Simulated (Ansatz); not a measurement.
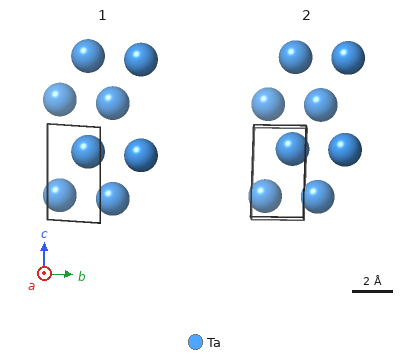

Two geometries of a crystal of Ta (set up in C2/m) (coarse preliminary run), drawn at one scale. One is the start of a relaxation, the other its converged end. A spheres-only model of the cell of the calculation, repeated 1 × 2 × 2 with one cell outlined, seen along the a axis.

Method: Ansatz 0.2.0, DFT PBE, scalar-relativistic, plane waves, PAW. Set-up: plane-wave cutoff 420 eV; k-point mesh 8 × 8 × 4; occupations gaussian; smearing width 0.1 eV; no spin polarisation; cell and atoms relaxed; force threshold 0.0325 eV/Å; at most 70 steps.

> Which of the two is the end point?

Structure 2 is the relaxed one. Case: 2 of 2 H taken out, relaxed. After 4 accepted moves (5 points after the start) the energy has fallen by 0.225 eV per cell of the calculation. Largest force component: 0.59 eV/Å at the start, 0.01 eV/Å at the end. Pressure: −7.65 GPa at the start and 0.07 GPa at the end. The SCF was repeated once at an unchanged geometry on a basis and grid sized afresh for the cell, which shifted the energy by 0.2 meV per cell of the calculation at most. The largest moves relative to the cell, 0.098 Å, are those of Ta atoms. The drawn cell changes as follows: a = b 2.928 → 2.876 Å (−1.8 %), c 4.906 → 4.693 Å (−4.3 %), α 95.7° → 90.0°, β 95.7° → 90.0°, γ 67.6° → 69.8°; the volume changes by −5.6 %. Some distances before and after: Ta–Ta 3.870 → 3.325 Å, Ta–Ta 3.069 → 2.864 Å, Ta–Ta 3.444 → 3.327 Å, Ta–Ta 3.226 → 3.326 Å. Within 0.06 Å the space group is C2/m at the start and Im-3m at the end; at a tighter tolerance small leftover displacements or strains of the cell lower it. The run took 6.1 s on 2 threads of Intel(R) Xeon(R) Platinum 8488C (Sapphire Rapids), on a shared host, peak memory 0.4 GiB.
